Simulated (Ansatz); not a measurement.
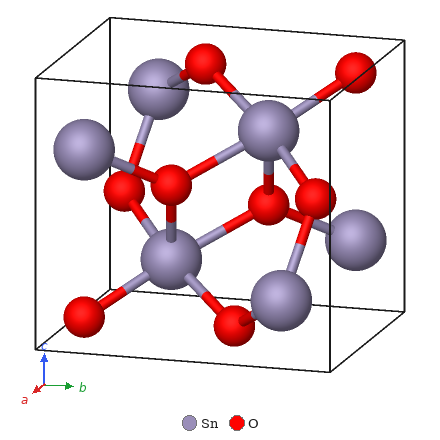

The system is SnO₂ (Pbcn, No. 60; 12 atoms in the cell); the picture shows the reference structure. The energy is mapped over volume and the cell's shape. Coordinates scanned: (1) volume per atom; (2) stretch along b over the lengths across it, relative to the relaxed cell. Nothing is relaxed (fractional coordinates fixed). The grid has 7 × 7 points. Points are written as (first, second). All energies are given in meV/atom relative to the lowest grid point. The band gap closes in part of the range. Method: DFT PBE, scalar-relativistic, plane waves, PAW (Ansatz 0.2.0). Settings: cutoff 520 eV, k-mesh 6×6×6, gaussian smearing 0.05 eV, no spin polarisation.

Its coordinates:

```yaml
crystal:
  lattice:
    - [4.79039, 0.00000, 0.00000]
    - [0.00000, 5.82369, 0.00000]
    - [0.00000, 0.00000, 5.30553]
  atoms:
    - { symbol: Sn, position: [0.50000, 0.66517, 0.75000] }
    - { symbol: Sn, position: [0.00000, 0.83483, 0.25000] }
    - { symbol: Sn, position: [0.50000, 0.33483, 0.25000] }
    - { symbol: Sn, position: [0.00000, 0.16517, 0.75000] }
    - { symbol: O, position: [0.73012, 0.60706, 0.07817] }
    - { symbol: O, position: [0.23012, 0.89294, 0.92183] }
    - { symbol: O, position: [0.76988, 0.89294, 0.57817] }
    - { symbol: O, position: [0.26988, 0.60706, 0.42183] }
    - { symbol: O, position: [0.73012, 0.39294, 0.57817] }
    - { symbol: O, position: [0.23012, 0.10706, 0.42183] }
    - { symbol: O, position: [0.76988, 0.10706, 0.07817] }
    - { symbol: O, position: [0.26988, 0.39294, 0.92183] }
```

Range: volume per atom from 10.36 to 14.31 Å³; stretch along b over the lengths across it, relative to the relaxed cell from 0.923 to 1.083.

### Predict the map.

The lowest grid point is at (12.33 Å³, 1.000). No other kind of well shows on this grid. The highest grid point, (10.36 Å³, 1.083), lies 292 meV/atom above the lowest. Round the minimum the two coordinates are nearly uncoupled.

```csv
"second ↓, first →",10.36,11.02,11.68,12.33,12.99,13.65,14.31
1.083,292,134,51,25,39,83,149
1.055,272,116,36,11,27,73,139
1.027,259,105,26,3,20,67,134
1.000,253,100,22,0,18,66,134
0.974,253,101,25,3,22,69,138
0.948,261,110,33,12,31,78,147
0.923,276,125,48,27,45,93,161
```

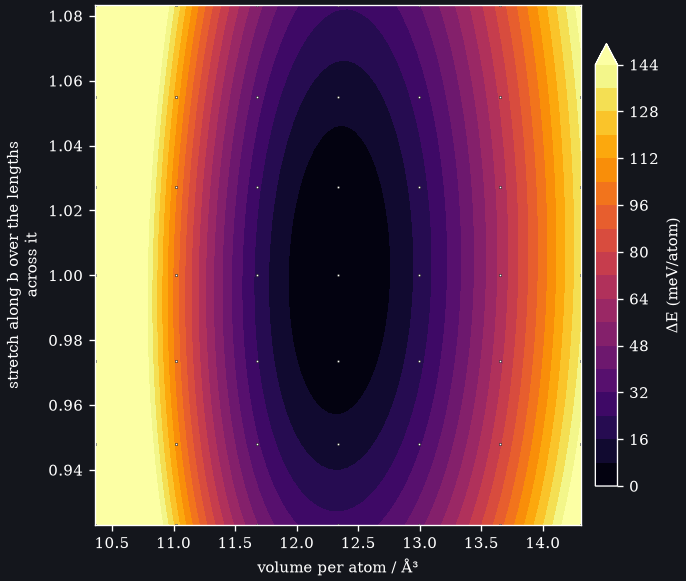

In the figure: filled contours, dots at the grid points, one colour for all values above the top of the scale. Between grid points the surface is interpolated.

Each point was launched as `ansatz run input.yaml --threads 4 --pin off --max-ram 8192MiB --backend cpu --events-out ev --progress --plain --runs-dir out`. The whole map (49 points run) took 22 min on 4 threads of Arm Neoverse N1, on a shared host.

PAW datasets: the set soft_1.
